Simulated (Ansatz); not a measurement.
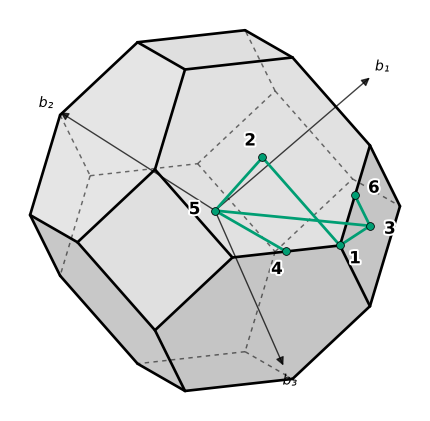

Crystal: BeTe, a calculation's input that goes back to an entry of the Crystallography Open Database (an earlier step may have relaxed or displaced it). The first Brillouin zone of a face-centred cubic lattice (cF; extended symbol cF2) is drawn with its special points numbered. The drawing is computed from the coordinates (standard cell, symmetry found to 0.002 Å).

a = 5.657 Å, b = 5.657 Å, c = 5.657 Å, α = 90.00°, β = 90.00°, γ = 90.00°.

Labels and path follow the convention of Hinuma et al. (2017), as computed by seekpath; the arrows show the directions of the reciprocal primitive vectors b₁, b₂, b₃, in which coordinates are given.

> Give the label and coordinates of each numbered point.

```json
{"no.": "1", "label": "W", "coordinates": "(1/2, 1/4, 3/4)"}
{"no.": "2", "label": "L", "coordinates": "(1/2, 1/2, 1/2)"}
{"no.": "3", "label": "X", "coordinates": "(1/2, 0, 1/2)"}
{"no.": "4", "label": "K", "coordinates": "(3/8, 3/8, 3/4)"}
{"no.": "5", "label": "Γ", "coordinates": "(0, 0, 0)"}
{"no.": "6", "label": "U", "coordinates": "(5/8, 1/4, 5/8)"}
```
